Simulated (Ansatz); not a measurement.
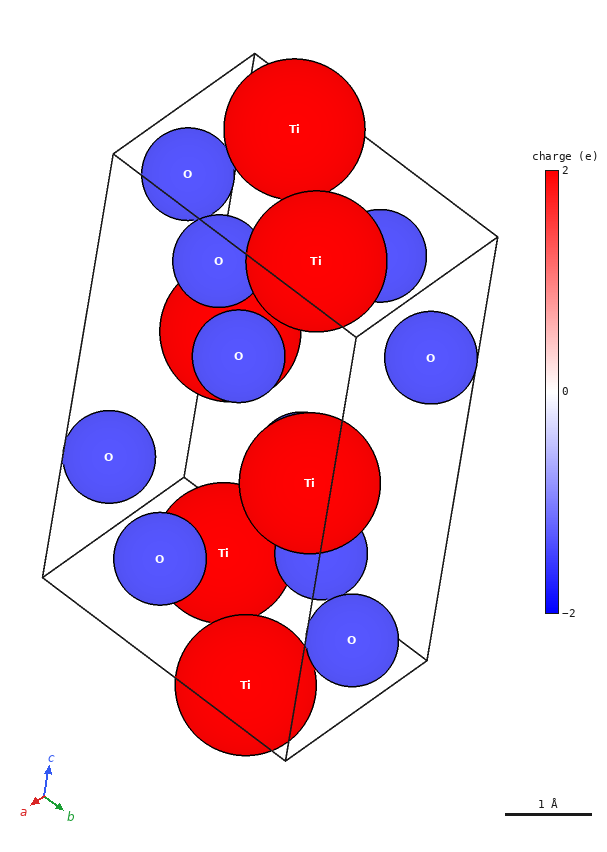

View slightly off an axis, drawn as a spheres-only model. Lines trace the edges of the simulation cell. The atoms of this Ti$_{2}$O$_{3}$ cell are coloured by their Bader charge.

Run with DFT, PAW plane waves, r2SCAN (Ansatz) and these settings: E_cut = 500 eV, k-grid 7×7×7, Fermi-Dirac smearing of 0.017 eV, no spin polarisation. The pressure of the cell is 81 GPa.

What charges do the elements carry?

Most positive: Ti; most negative: O. Charges: about Ti +2.0 e; O -1.3 e.

The picture shows a generated cell, made by putting these elements into a known structure type (the compound may or may not exist in this form); the geometry isn't optimised. It was the input of a calculation with Ansatz.

At this level of theory the cell isn't at rest (compressed, at 81 GPa and forces up to 1.0 eV/Å), so its distances can differ from those at equilibrium, the more so the softer the solid.
